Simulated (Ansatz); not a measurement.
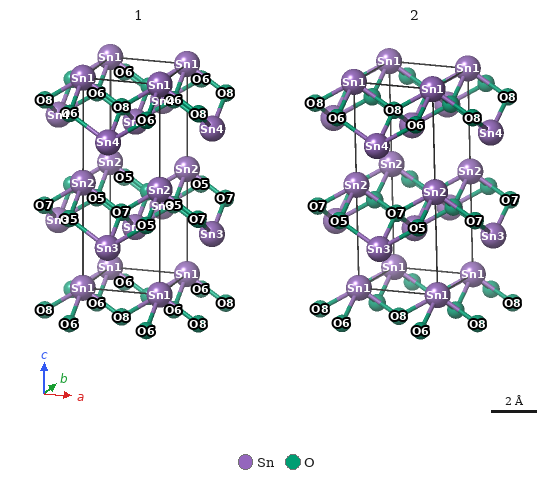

Two geometries of a crystal of SnO (set up in P1), drawn at one scale. One is the start of a relaxation, the other its converged end. Style: ball-and-stick. Shown: the cell of the calculation, slightly off an axis.

The calculation used DFT PBE+D3(BJ), scalar-relativistic, plane waves, PAW in Ansatz. Set-up: plane-wave cutoff 420 eV; k-point mesh 10 × 10 × 4; occupations gaussian; smearing width 0.15 eV; no spin polarisation; cell and atoms relaxed; force threshold 0.01 eV/Å; at most 80 steps.

Question: Which of the two is the end point?

Answer: Structure 2 is the relaxed one. Case: cell sheared at random, sigma 0.06, atoms nudged by 0.01 Å; relaxed back. The largest move relative to the cell is that of O7, 0.033 Å roughly along [1 1 1]. Largest moves by element: O 0.033 Å, Sn 0.028 Å. Cell: a 3.932 → 3.859 Å (−1.9 %), b 3.684 → 3.813 Å (+3.5 %), c 9.731 → 9.517 Å (−2.2 %), β 87.0° → 90.0°, γ 99.6° → 90.0°. Volume +0.9 %. Some distances before and after: Sn2–O7 2.348 → 2.245 Å, Sn1–O8 2.330 → 2.245 Å, Sn4–O8 2.164 → 2.237 Å, Sn1–O6 2.180 → 2.237 Å. Among the angles between lasting bonds that change: O5–Sn3–O7 66.1° → 74.5°, Sn2–O7–Sn3 113.9° → 105.5°, O6–Sn4–O8 82.5° → 74.5°. The space group (tolerance 0.01 Å) goes from P1 (No. 1) to Pmmn (No. 59). Over 6 accepted moves (8 points after the start) the energy falls by 151 meV per atom. The largest force component goes from 0.48 to 0.0007 eV/Å. The pressure goes from 3.06 to 0.01 GPa. The SCF was repeated twice at an unchanged geometry on a basis and grid sized afresh for the cell, which shifted the energy by 6.7 meV per atom at most. The run took 6.5 min on 2 threads of Intel(R) Xeon(R) Platinum 8488C (Sapphire Rapids), on a shared host, peak memory 1.2 GiB.
